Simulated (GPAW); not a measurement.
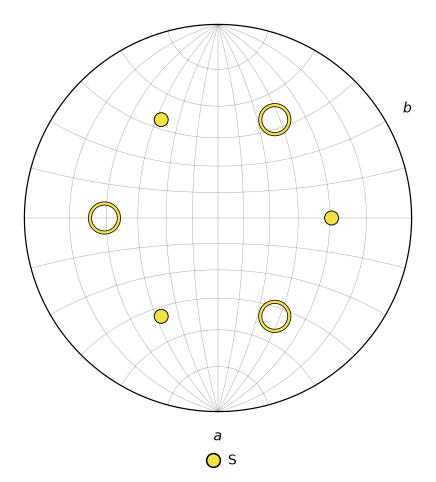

For PtS₂, an entry of the Crystallography Open Database, as set up for an electronic-structure calculation: directions from one platinum atom at (0, 0, 0) to its bonded neighbours, in stereographic projection down c (filled: above the plane of the page or in it, open: below). Symmetry computed with spglib at a tolerance of 0.002 Å; standard conventional cell.

Neighbours are counted up to 2.94 Å for S.

```yaml
crystal:
  lattice:
    - [3.54320, 0.00000, 0.00000]
    - [-1.77160, 3.06850, 0.00000]
    - [0.00000, 0.00000, 5.03880]
  atoms:
    - { symbol: Pt, position: [0.00000, 0.00000, 0.00000] }
    - { symbol: S, position: [0.66667, 0.33333, 0.77300] }
    - { symbol: S, position: [0.33333, 0.66667, 0.22700] }
```

> How many neighbours are there, and at what angles?

6: 6 S at 2.34 Å. Angles between bonds: 82° (6×), 98° (6×), 180° (3×).

> What is the site's symmetry in the crystal?

Point group -3m (D3d), order 12: one threefold axis, three twofold axes, three mirror planes, an inversion centre. In No. 164, P-3m1 this is Wyckoff position 1a.
